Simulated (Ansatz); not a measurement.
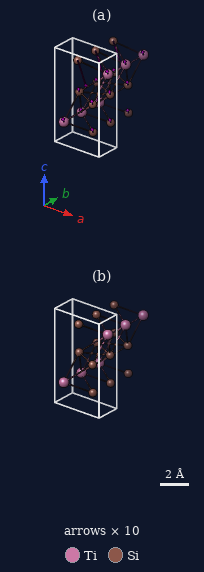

The structure of crystalline TiSi$_{2}$ (set up in P1) before (top) and after (bottom) a relaxation, at one scale. The purple arrows give the displacements, 10 times their true length.

The picture is a ball-and-stick view of the cell of the calculation, reduced to other axes, repeated 1 × 3 × 1 with one cell outlined, seen slightly off an axis. Lengths and directions refer to the drawn axes.

Computed with DFT PBEsol, scalar-relativistic, plane waves, PAW (Ansatz 0.2.0). Settings: plane-wave cutoff 420 eV; k-point mesh 10 × 10 × 10; occupations gaussian; smearing width 0.15 eV; no spin polarisation; atoms relaxed in a fixed cell; force threshold 0.01 eV/Å; at most 80 steps.

Q: Summarise the run.

A: The energy falls by 87.4 meV per atom in 3 accepted moves (4 points after the start). Largest force component: 2.9 eV/Å at the start, 0.0033 eV/Å at the end. 1 step only repeated the SCF at the same geometry. The largest move is that of a Si atom, 0.25 Å roughly along [0 1 −1]. Largest moves by element: Si 0.25 Å, Ti 0.05 Å. The cell stays as it was. Some distances before and after: Si–Si 2.133 → 2.393 Å, Si–Ti 2.538 → 2.792 Å, Si–Ti 2.787 → 2.564 Å, Si–Ti 2.675 → 2.792 Å. The space group (tolerance 0.01 Å) goes from P1 (No. 1) to Cmcm (No. 63). The run took 4 min on 2 threads of Arm Neoverse V2, on a shared host, peak memory 1.1 GiB.
